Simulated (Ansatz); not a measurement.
The calculation's input:

```
crystal:
  lattice:
    - [2.4588792268, 0.0, 0.0]
    - [-1.2294396134, 2.1294518752, 0.0]
    - [0.0, 0.0, 22.3070295267]
  atoms:
    - { symbol: C, position: [0.0, 0.0, 0.3362168858] }
    - { symbol: C, position: [0.3333333333, 0.6666666667, 0.3362168858] }
    - { symbol: C, position: [0.0, 0.0, 0.5] }
    - { symbol: C, position: [0.6666666667, 0.3333333333, 0.5] }
    - { symbol: C, position: [0.0, 0.0, 0.6637831142] }
    - { symbol: C, position: [0.3333333333, 0.6666666667, 0.6637831142] }
basis:
  ecutwfc: 420
kpoints:
  mp_grid: { grid: [15, 15, 1] }
hamiltonian:
  xc: pbesol
scf:
  occupations: { method: gaussian, width: 0.1 }
output:
  forces: true
  eigenvalues: true
  write_density: true
  write_potential: true
  elf: true
  volumetric_format: npy
relax:
  adjacent_minimum: "off"
  f_tol: 0.02
  max_steps: 60
efield:
  axis: 3
  dipole_correction: true
```

Launched as:

```sh
ansatz run input.yaml --threads 1 --pin off --max-ram 2560MiB --backend cpu --events-out ev --progress --plain --runs-dir out
```

The fields are those of the relaxed geometry.

Level of theory: DFT PBEsol, scalar-relativistic, plane waves, PAW in Ansatz 0.2.0.

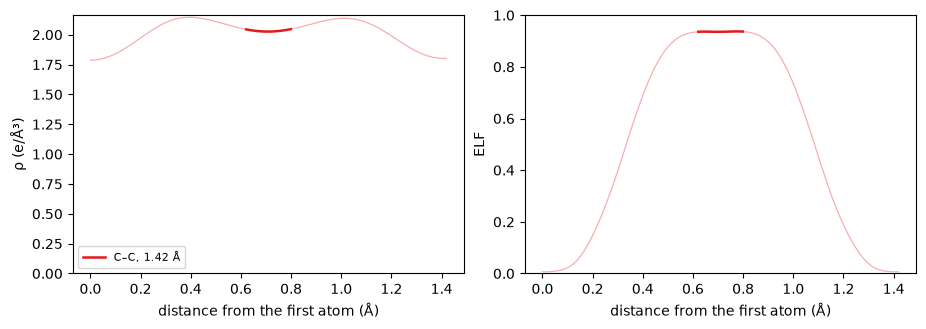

C (slab). Valence electron density and ELF along straight lines between neighbouring atoms. Thin, pale parts lie inside the atomic spheres.

Core electrons are frozen (PAW), and the valence fields are smoothed inside the atomic spheres.

Question: What can be read from the curves?

Answer: C–C (1.42 Å): the density is about 2 e/Å³ at the midpoint; the ELF peaks at about 0.95 between the atoms.
